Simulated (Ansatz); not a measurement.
## Run report: TaN, single-point calculation (part 1 of 3)

The run: single-point calculation of TaN (F-43m, 2 atoms in the cell). Method and program: DFT r2SCAN+U+J, scalar-relativistic, plane waves, PAW, U = 4 eV, J = 0.9 eV on Ta atom 1 d, spin-polarised (Ansatz 0.2.0).

The structure was built on a prototype by a generator; it need not be a known phase. It belongs to a series of runs on one base structure; here: random orbitals: random, high filling. Figures and captions count atoms from 1; the log counts them from 0 in places.

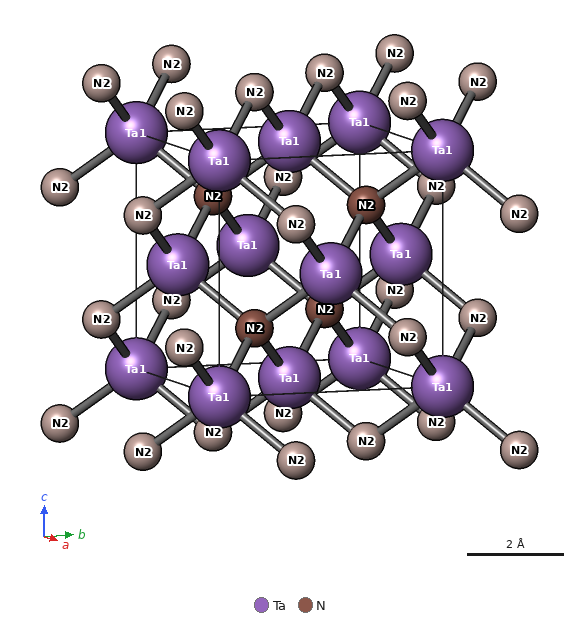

Figure 1. The input geometry (ball-and-stick view of the cell 4 times as large as that of the calculation, set on its symmetry axes, seen slightly off an axis; neighbours outside the cell are drawn fainter; atoms are numbered from 1 in the order of the input). Near neighbours in the crystal (not all of them lie inside the picture): Ta has 4 N at 2.16 Å; N has 4 Ta at 2.16 Å.

## The input
```yaml
crystal:
  lattice:
    - [0.0, 2.49114377, 2.49114377]
    - [2.49114377, 0.0, 2.49114377]
    - [2.49114377, 2.49114377, 0.0]
  atoms:
    - { symbol: Ta, position: [0.0, 0.0, 0.0], spin: 2.0 }
    - { symbol: "N", position: [0.25, 0.25, 0.25] }
basis:
  ecutwfc: 500
  ecutrho_ratio: 4
kpoints:
  mp_grid: { grid: [7, 7, 7] }
hamiltonian:
  xc: r2scan
  hubbard:
    sites:
      - { site: 0, l: d, u: 4.0, j: 0.9, starting_ns: [{ spin: up, occupation_matrix: s0up }, { spin: down, occupation_matrix: s0down }] }
    occupation_matrices:
      s0up:
        matrix:
          - [0.63356, -0.30904, -0.21938, -0.2501, 0.01559]
          - [-0.30904, 0.24842, -0.10396, 0.22944, 0.0766]
          - [-0.21938, -0.10396, 0.73054, -0.21553, -0.25448]
          - [-0.2501, 0.22944, -0.21553, 0.26907, 0.11373]
          - [0.01559, 0.0766, -0.25448, 0.11373, 0.11841]
      s0down:
        matrix:
          - [0.02, 0.0, 0.0, 0.0, 0.0]
          - [0.0, 0.02, 0.0, 0.0, 0.0]
          - [0.0, 0.0, 0.02, 0.0, 0.0]
          - [0.0, 0.0, 0.0, 0.02, 0.0]
          - [0.0, 0.0, 0.0, 0.0, 0.02]
    ns_hold: until_converged
scf:
  occupations: { method: gaussian, width: 0.05 }
  lower_state_search: "off"
  max_iter: 150
output:
  forces: true
  stress: true
  eigenvalues: true
  populations: true
  hubbard: { sites: [{ site: 0, l: d }] }
  write_density: true
  write_potential: true
  elf: true
  volumetric_format: npy
magnetization:
  spin_polarized: true
```

Hardware: 2 threads of Arm Neoverse N1, 16 GiB of memory available, shared host.

Command:
```bash
ansatz run input.yaml --threads 2 --pin off --max-ram 3072MiB --backend cpu --events-out ev --progress --plain --runs-dir out
```

## Output
```
Warning: crystal.symmetry: narrowed to the stabiliser of the occupation matrices — unitary ops 24 → 1; lowered by the specified shell (site 0, l: d); largest admitted image defect 2.2e-16, smallest excluded 4.4e-1 — at a splitting's scale: the group the occupation matrices' own texture admits
Ta: projections on atomic orbitals take those of the free atom [Kr 4d10 4f14] 5s2 5p6 5d3 6s2, of charge +0.00 (hamiltonian.pseudopotentials.projection_atoms); the dataset's partial waves leave at most 6.0e-5 of an orbital's norm unspanned inside its sphere
N: projections on atomic orbitals take those of the free atom [He] 2s2 2p3, of charge +0.00 (hamiltonian.pseudopotentials.projection_atoms); the dataset's partial waves leave at most 9.3e-9 of an orbital's norm unspanned inside its sphere
Engine: ansatz 0.2.0, aarch64-unknown-linux-gnu
Pseudopotentials: kind: paw
Pseudopotential: Ta, paw, valence charge 13, recommended cutoff 500 eV (meta_gga), Ta.paw.azcp
Pseudopotential: N, paw, valence charge 5, recommended cutoff 500 eV (meta_gga), N.paw.azcp
Functional definition: r2SCAN
  parameter k0 = 0.174
  parameter k1 = 0.065
  parameter a1 = 4.9479
  exchange = r2scan_x(k0 = k0, k1 = k1, a1 = a1)
  correlation = r2scan_c
Crystal: 2 atoms, lattice volume = 30.919 Å³
Basis set: ecut = 500 eV, 749 PW (Γ), exchange–correlation on 108×108×108 points (64 copies of the dense FFT grid, shifted against one another)
Bands: 14, of which v1, the nominal top of the filled ones, is band 9 counted from 1 (8 counted from 0)
Symmetry: 1 space group operations
k-points: 172 of 343 (time reversal used)
Non-local potential: Ta, projectors of the file, l = 0: 3, l = 1: 2, l = 2: 2, l = 3: 1
Non-local potential: N, projectors of the file, l = 0: 2, l = 1: 2, l = 2: 1
PAW form: soft (Blöchl's): semilocal exchange-correlation on the pseudo side does not see the compensation charge
PAW frozen core: Ta, regenerated for the run's functional (the file was generated under x = pbe(κ = 0.804, μ = 0.2195149727645171), c = pbe(β = 0.06672455060314922))
PAW frozen core: N, regenerated for the run's functional (the file was generated under x = pbe(κ = 0.804, μ = 0.2195149727645171), c = pbe(β = 0.06672455060314922))
PAW one-centre angular grid: Ta, 590 points (default); XC on 160 Gauss nodes
PAW one-centre angular grid: N, 302 points (default); XC on 160 Gauss nodes
Initial density: superposition of atomic densities (chi_scale 0.1, normalization cell, long waves kept (reshape's long-wave potential 0.00 eV rms))
Starting moments: Σ|m| = 2 μB on 1 of 2 sites
Initial wavefunctions: pseudopotential atomic-orbital guess
Functional: x = r2scan, c = r2scan; τ floored in thin density (d = 2e-4 eV/Å³)
```
